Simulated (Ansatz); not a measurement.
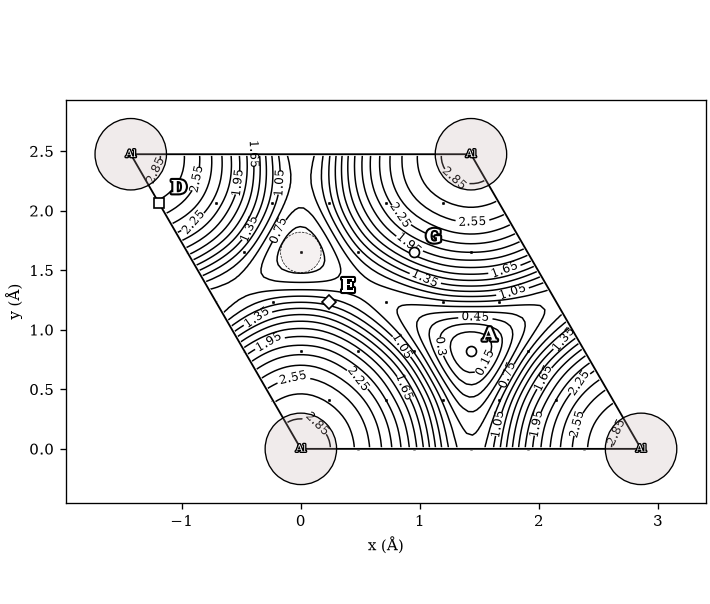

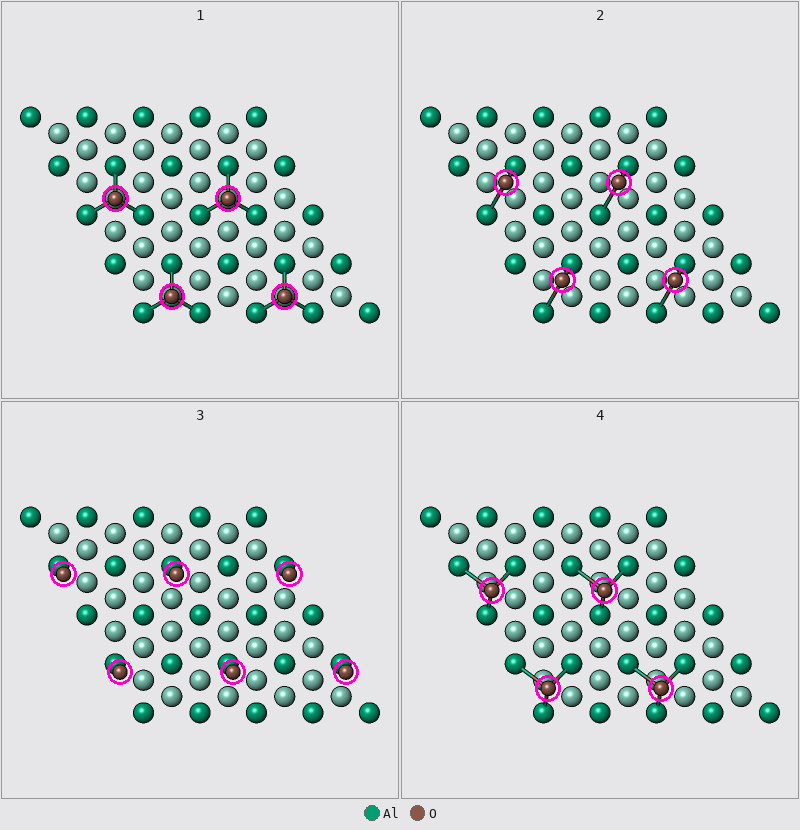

O on an Al(111) slab cut from the Fm-3m phase, its upper half relaxed before the scan (12 atoms of substrate and one adsorbate in a 2 × 2 cell). O is moved over the surface cell; relaxed at each place: the height of the adsorbate's atoms; substrate rigid; the origin of the map has the adsorbate above Al9. Places are given modulo a cell vector. The map is drawn in real space over the plane of the surface. Grid: 6 × 6 points; 10 points were computed and 26 follow by symmetry. Places are given in fractions of the 1 × 1 surface cell. Energies are in eV, from the lowest grid point. Computed with DFT PBE, scalar-relativistic, plane waves, PAW in Ansatz 0.2.0. Settings: cutoff 420 eV, k-mesh 6×6×1, gaussian smearing 0.1 eV, no spin polarisation.

Drawn: contour lines labelled in eV, dots at the grid points, labelled circles for the atoms of the top layer and small ones for the second layer, the outline of one cell of the plane, lettered points. Between grid points the surface is interpolated. The numbered pictures are the structures at these points, in random order. Rings mark the moved atoms.

### Which structure belongs to which point?

A is structure 1: a threefold hollow over a third-layer Al atom, (4/6, 2/6) of the cell vectors, 0.00 eV; D is structure 3: (0/6, 5/6) of the cell vectors [nearest 1 Al at 1.67 Å], 2.67 eV; E is structure 4: (2/6, 3/6) of the cell vectors [nearest 1 Al at 1.69 Å], 1.12 eV; G is structure 2: (4/6, 4/6) of the cell vectors [nearest 1 Al at 1.67 Å], 1.85 eV.
